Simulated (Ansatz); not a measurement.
**Single-point calculation, with input and output: NaCl**

- system: NaCl (Fm-3m, 2 atoms in the cell)
- method: DFT r2SCAN, scalar-relativistic, plane waves, PAW, no spin polarisation (Ansatz 0.2.0)

The structure derives from an entry of the Crystallography Open Database. It belongs to a series of runs on one base structure; here: volume × 1.03. Figures and captions count atoms from 1; the log counts them from 0 in places.

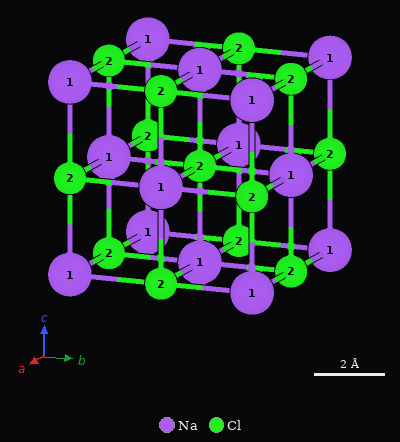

Fig. 1: The input geometry (ball-and-stick view of the cell 4 times as large as that of the calculation, set on its symmetry axes, seen slightly off an axis; atoms are numbered from 1 in the order of the input). An atom can appear more than once, as a periodic image. Near neighbours in the periodic cell (some may lie outside the picture): Na has 6 Cl at 2.83 Å; Cl has 6 Na at 2.83 Å.

The input
```yaml
crystal:
  lattice:
    - [0.0, 2.8317445743, 2.8317445743]
    - [2.8317445743, 0.0, 2.8317445743]
    - [2.8317445743, 2.8317445743, 0.0]
  atoms:
    - { symbol: Na, position: [0.0, 0.0, 0.0] }
    - { symbol: Cl, position: [0.5, 0.5, 0.5] }
basis:
  ecutwfc: 500
kpoints:
  mp_grid: { grid: [8, 8, 8] }
hamiltonian:
  xc: r2scan
scf:
  occupations: { method: gaussian, width: 0.02 }
output:
  forces: true
  stress: true
  eigenvalues: true
  write_density: true
  write_potential: true
  elf: true
  volumetric_format: npy
```

Hardware: 1 thread of Arm Neoverse V2, 24 GiB of memory available, shared host.

Run as:
```bash
ansatz run input.yaml --threads 1 --pin off --max-ram 2560MiB --backend cpu --events-out ev --progress --plain --runs-dir out
```

Output
```
Engine: ansatz 0.2.0, aarch64-unknown-linux-gnu
Pseudopotentials: kind: paw
Pseudopotential: Na, paw, valence charge 9, recommended cutoff 500 eV (meta_gga), Na.paw.azcp
Pseudopotential: Cl, paw, valence charge 7, recommended cutoff 500 eV (meta_gga), Cl.paw.azcp
Functional definition: r2SCAN
  parameter k0 = 0.174
  parameter k1 = 0.065
  parameter a1 = 4.9479
  exchange = r2scan_x(k0 = k0, k1 = k1, a1 = a1)
  correlation = r2scan_c
Crystal: 2 atoms, lattice volume = 45.414 Å³
Basis set: ecut = 500 eV, 1139 PW (Γ), exchange–correlation on 120×120×120 points (64 copies of the dense FFT grid, shifted against one another)
Bands: 12, of which v1, the nominal top of the filled ones, is band 8 counted from 1 (7 counted from 0)
Symmetry: 48 space group operations
Space group: Fm-3m (ITA 225), of the structure as read, at distance tolerance 3.6e-5 Å
k-points: 29 of 512
Non-local potential: Na, projectors of the file, l = 0: 3, l = 1: 2, l = 2: 1
Non-local potential: Cl, projectors of the file, l = 0: 2, l = 1: 2, l = 2: 2
PAW form: soft (Blöchl's): semilocal exchange-correlation on the pseudo side does not see the compensation charge
PAW frozen core: Na, regenerated for the run's functional (the file was generated under x = pbe(κ = 0.804, μ = 0.2195149727645171), c = pbe(β = 0.06672455060314922))
PAW frozen core: Cl, regenerated for the run's functional (the file was generated under x = pbe(κ = 0.804, μ = 0.2195149727645171), c = pbe(β = 0.06672455060314922))
PAW one-centre angular grid: Na, 302 points (default); XC on 339 of its mesh's 2595 points in the sphere
PAW one-centre angular grid: Cl, 302 points (default); XC on 160 Gauss nodes
Initial density: superposition of atomic densities (neutral atoms: chi_scale 0, normalization atom), corrected by the library's trained network
Initial wavefunctions: pseudopotential atomic-orbital guess
Functional: x = r2scan, c = r2scan; τ floored in thin density (d = 2e-4 eV/Å³)
SCF iter   1: F=—  HF=-2576.315317 eV  |F-HF|=—  |Δ(HF+E_count)|=         —  Δρ=7.11e-3  dr2=1.02e-2  dr2_τ=1.73e-3  ethr=1.77e-3  ⟨swp⟩=5.7  Hψ=2092  notcnv=0
preconditioner: auto → none  [insulator: Δε(μ)=5.829 eV  Ē_g=14.477 eV  σ=0.020 eV  W_gap=1.00  n_scr=14 (ndim 8)  ℏωp=15.6 eV  f_vac=0.037  D(μ)=0.00/eV (n_scr^D=0)  ε∞_Penn≈2.2]
SCF iter   2: F=—  HF=-2576.324193 eV  |F-HF|=—  |Δ(HF+E_count)|=   8.88e-3  Δρ=1.94e-3  dr2=8.82e-4  dr2_τ=2.13e-4  ethr=6.40e-5  ⟨swp⟩=2.7  Hψ=971  notcnv=0
SCF iter   3: F=—  HF=-2576.324324 eV  |F-HF|=—  |Δ(HF+E_count)|=   1.31e-4  Δρ=6.22e-4  dr2=1.06e-4  dr2_τ=1.87e-5  ethr=5.51e-6  ⟨swp⟩=2.8  Hψ=673  notcnv=0
SCF iter   4: F=—  HF=-2576.324334 eV  |F-HF|=—  |Δ(HF+E_count)|=   1.01e-5  Δρ=2.66e-4  dr2=1.21e-5  dr2_τ=1.71e-6  ethr=6.63e-7  ⟨swp⟩=2.0  Hψ=433  notcnv=0
SCF iter   5: F=—  HF=-2576.324338 eV  |F-HF|=—  |Δ(HF+E_count)|=   4.27e-6  Δρ=1.32e-5  dr2=4.73e-8  dr2_τ=9.51e-9  ethr=7.55e-8  ⟨swp⟩=3.0  Hψ=580  notcnv=0
SCF iter   6: F=-2576.324338 eV  HF=-2576.324339 eV  |F-HF|=1.85e-9  |Δ(HF+E_count)|=   1.30e-8  Δρ=2.41e-6  dr2=3.38e-9  dr2_τ=1.89e-10  ethr=2.96e-10  ⟨swp⟩=5.0  Hψ=1815  notcnv=0
SCF 1 converged in 6 iterations: F = -2576.324338 eV  dr2 = 3.38e-9
  greatest PAW one-centre occupation: 1.000 electrons in one spin orbital (limit 2), on the Na atom at site 0 (counted from 0), in its partial waves of l = 0
SCF converged after 6 iterations
Free energy (F): -2576.324338 eV
Harris-Foulkes:  -2576.324339 eV  (|F-HF|=1.85e-9)
Internal energy: -2576.324338 eV  (E = F + TS)
E sigma→0 (E₀):  -2576.324338 eV
Fermi energy:    3.507266 eV
--- Per-component energies (eV) ---
  E_band       = -251.969780
  E_kinetic    = 282.498125
  E_local      = -1537.726853  (includes V_loc(G=0)·N_el)
  E_nonlocal   = 144.158512
  E_hartree    = 543.178706
  E_xc         = -141.641357
  E_vxc        = -191.154048  (∫ρ·V_xc dr)
  E_paw        = -934.357845  (= ΣΔE_a)
  E_vpaw       = -48.307150  (= ΣTr[D̂ρ^β])
  E_aug_tail   = 0.000028  (compensation charges beyond the density's cutoff)
  E_vtau       = 12.204945  (kinetic-family band-sum trace: ∫τ·v_τ [+ j·A + Jᵃ·Aᵃ] dr)
  E_ewald      = -932.270981
  E_core_change = -0.162674  (= ΣΔE_core)
  E_smearing   = -0.000000  (= −TS)
  E_closure    = 0.000000  (closes the sum)
  Σ components = -2576.324338   (vs F -2576.324338, Δ=0.00e0)
--- Forces (eV/Å), atoms counted from 1 ---
  atom   1  Na    -0.00000000     0.00000000    -0.00000000
  atom   2  Cl     0.00000000    -0.00000000    -0.00000000
  max |Σ_I F_I| component: 1.38e-29 eV/Å
--- Stress (GPa, compression-positive) ---
       -0.758084       0.000000      -0.000000
        0.000000      -0.758084      -0.000000
       -0.000000       0.000000      -0.758084
  P = ⅓ Tr σ = -0.7581 GPa (-7.581 kbar)
--- Band table (eV; the first three rows and the last of 29) ---
  k-point 0: bands = ["-50.4499", "-20.8569", "-20.8569", "-20.8569", "-12.6033", "0.5838", "0.5838", "0.5838", "6.4307", "12.2958", "12.2958", "12.2958"]
  k-point 1: bands = ["-50.4498", "-20.8610", "-20.8572", "-20.8572", "-12.5574", "0.2321", "0.5431", "0.5431", "6.9171", "11.7610", "12.4936", "12.4936"]
  k-point 2: bands = ["-50.4495", "-20.8706", "-20.8578", "-20.8578", "-12.4435", "-0.4801", "0.4477", "0.4477", "7.8775", "11.2394", "12.6145", "12.6145"]
  k-point 28: bands = ["-50.4490", "-20.8696", "-20.8696", "-20.8663", "-12.2093", "-0.5957", "-0.5957", "-0.1528", "10.2311", "10.9076", "10.9076", "12.7231"]
```

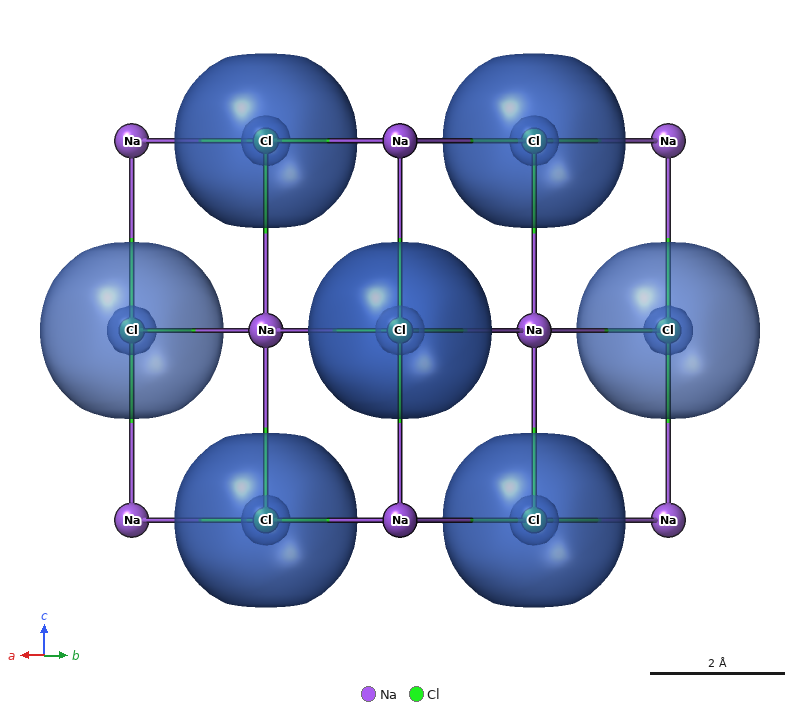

Fig. 2: Isosurface of the ELF at 0.65 (blue), seen along [110]. Only the valence region is drawn (cores and ρ < 0.01 e/Å³ removed). Sticks mark near contacts. The outline is the cell set on symmetry axes. Along the contacts the grid gives the following. Na–Cl (2.83 Å): the ELF is about 0.45 at the midpoint (a largely ionic contact). Core electrons are frozen (PAW), so the fields are smoothed inside the atomic spheres.

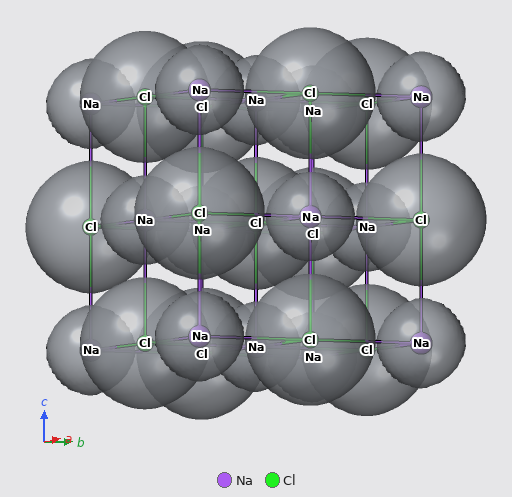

Fig. 3: Isosurface of the valence electron density at 0.1 e/Å³ (grey), seen at an oblique angle. Sticks mark near contacts. The outline is the cell set on symmetry axes. At this value the density breaks into separate islands; it holds about 90 % of the electrons treated as valence (semicore included). It is pinched off along the Na–Cl (2.83 Å) contacts. On the grid the lowest density along these lines, outside the cores, is 0.08 e/Å³ (Na–Cl, 2.83 Å).

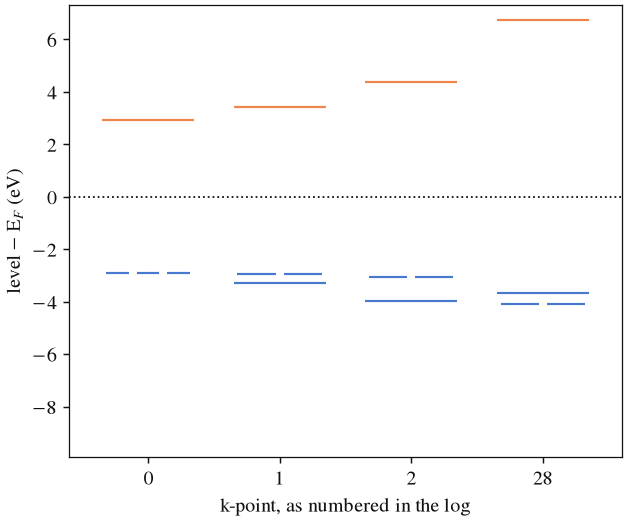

Fig. 4: Kohn–Sham levels near the Fermi level (dotted) at the few k-points that the log prints; levels within 0.02 eV of each other stand side by side. Among these points the highest filled and lowest empty levels are 5.85 eV apart, which is the gap on the mesh.

Summary

```json
{"quantity": "outcome", "value": "converged"}
{"quantity": "space group (tolerance 0.01 Å)", "value": "Fm-3m (225)"}
{"quantity": "electrons treated", "value": "16"}
{"quantity": "free energy", "value": "−2576.3243 eV"}
{"quantity": "Fermi energy", "value": "3.507 eV"}
{"quantity": "gap on the k-point mesh", "value": "5.85 eV"}
{"quantity": "pressure", "value": "−0.76 GPa"}
{"quantity": "largest force (length of the vector)", "value": "under 0.001 eV/Å"}
{"quantity": "wall time", "value": "2.6 s"}
{"quantity": "peak memory", "value": "0.4 GiB"}
```
